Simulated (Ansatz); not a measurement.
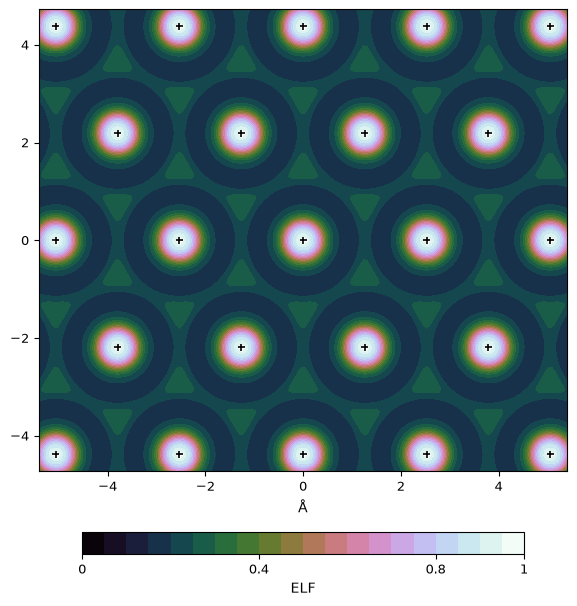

The electron localisation function on a plane through atoms (crosses mark nuclei in the plane).

The calculation used DFT r2SCAN, scalar-relativistic, plane waves, PAW in Ansatz 0.2.0.

Candidates:
A. Ti2O, a = 2.92 Å, b = 2.92 Å, c = 4.71 Å, α = 90.00°, β = 90.00°, γ = 120.00°. Space group P-3m1; not relaxed (largest force 1.1 eV/Å); computed pressure about 9 GPa in this cell; computed without spin polarisation.
B. Cu, a = 3.58 Å, b = 3.58 Å, c = 3.58 Å, α = 90.00°, β = 90.00°, γ = 90.00°. Space group Fm-3m; a structure from a database of computed crystals, not necessarily the ambient phase; computed without spin polarisation.
C. HfN, a = 4.89 Å, b = 4.89 Å, c = 4.89 Å, α = 90.00°, β = 90.00°, γ = 90.00°. Space group F-43m; a structure from a database of computed crystals, not necessarily the ambient phase; computed without spin polarisation.

Q: Which system is this?

A: Candidate B: Cu on the (111) plane of the conventional cell, which holds Cu. Cu–Cu (2.53 Å): the ELF is about 0.20 at the midpoint (no localised pair shows between them).
